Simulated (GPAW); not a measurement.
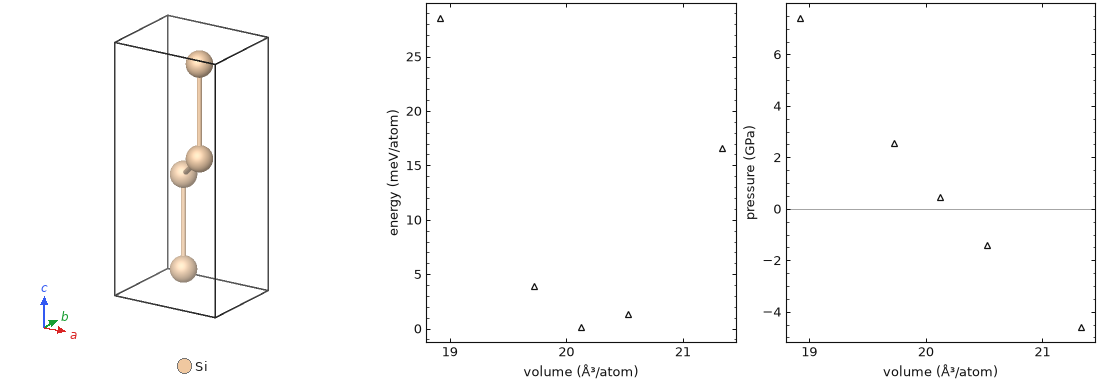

Plotted: energy and pressure against volume for Si, space group P6_3/mmc (No. 194). The conventional cell is drawn beside the plot.

Cell as given: a = 3.831 Å, b = 3.831 Å, c = 6.333 Å, α = 90.00°, β = 90.00°, γ = 120.00°; 4 atoms.

Computed with GPAW 26.7.0: PAW DFT in plane waves, on a grid or in atomic orbitals, no spin polarisation; energies at scaled volumes of the given cell, shape and fractions fixed, counted from the fit's minimum, third-order Birch-Murnaghan fit. Level: r2SCAN.

k mesh 7×7×4; occupations Fermi–Dirac; smearing width 0.05 eV; potentials GPAW PAW data sets (gpaw data 1.2.1); wave cutoff 600 eV; program settings basis pw.

The points at volume 19.32 Å³/atom and 20.93 Å³/atom are left out of the plot. What values does the calculation give there?

```tsv
volume (Å³/atom)	energy (meV/atom)	pressure (GPa)
19.32	13.17	4.85
20.93	6.97	-3.08
```

Caveats: shape and atomic fractions are frozen while scaling, which makes layered, chain and framework solids too stiff.
